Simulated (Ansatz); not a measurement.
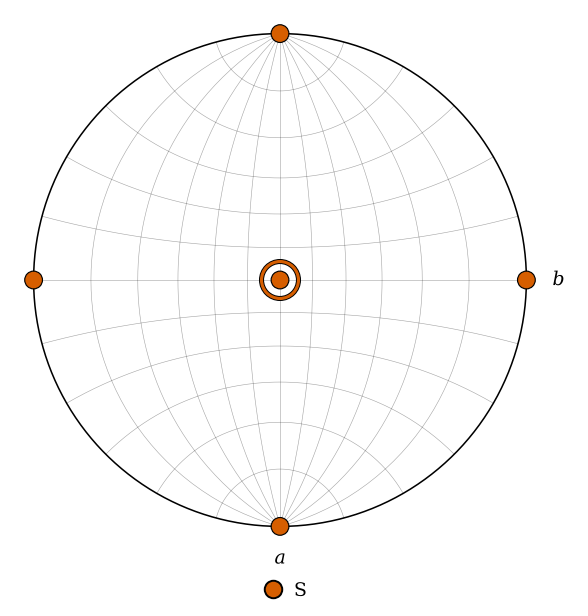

Directions from one magnesium atom at (0, 0, 0) to its bonded neighbours, in stereographic projection down c (filled: above the plane of the page or in it, open: below). Crystal: MgS, coordinates from a relaxation with DFT PBEsol, scalar-relativistic, plane waves, PAW in Ansatz 0.2.0. Geometry calculated from the standardised cell; symmetry tolerance 0.002 Å.

Neighbours are counted up to 3.00 Å for S.

```cif
data_structure
_symmetry_space_group_name_H-M 'P 1'
_symmetry_Int_Tables_number 1
_cell_length_a 5.1819
_cell_length_b 5.1819
_cell_length_c 5.1819
_cell_angle_alpha 90.000
_cell_angle_beta 90.000
_cell_angle_gamma 90.000
_cell_volume 139.15
loop_
_atom_site_label
_atom_site_type_symbol
_atom_site_fract_x
_atom_site_fract_y
_atom_site_fract_z
_atom_site_occupancy
Mg1 Mg 0.00000 0.00000 0.00000 1
S1 S 0.50000 0.00000 0.00000 1
Mg2 Mg 0.00000 0.50000 0.50000 1
S2 S 0.50000 0.50000 0.50000 1
Mg3 Mg 0.50000 0.00000 0.50000 1
S3 S 0.00000 0.00000 0.50000 1
Mg4 Mg 0.50000 0.50000 0.00000 1
S4 S 0.00000 0.50000 0.00000 1
```

**How many neighbours are there, and at what angles?**

6: 6 S at 2.59 Å. Angles between bonds: 90° (12×), 180° (3×).

**What is the site's symmetry in the crystal?**

Point group m-3m (Oh), order 48: three fourfold axes, four threefold axes, six twofold axes, nine mirror planes, an inversion centre. In Fm-3m, No. 225 this is Wyckoff position 4a.
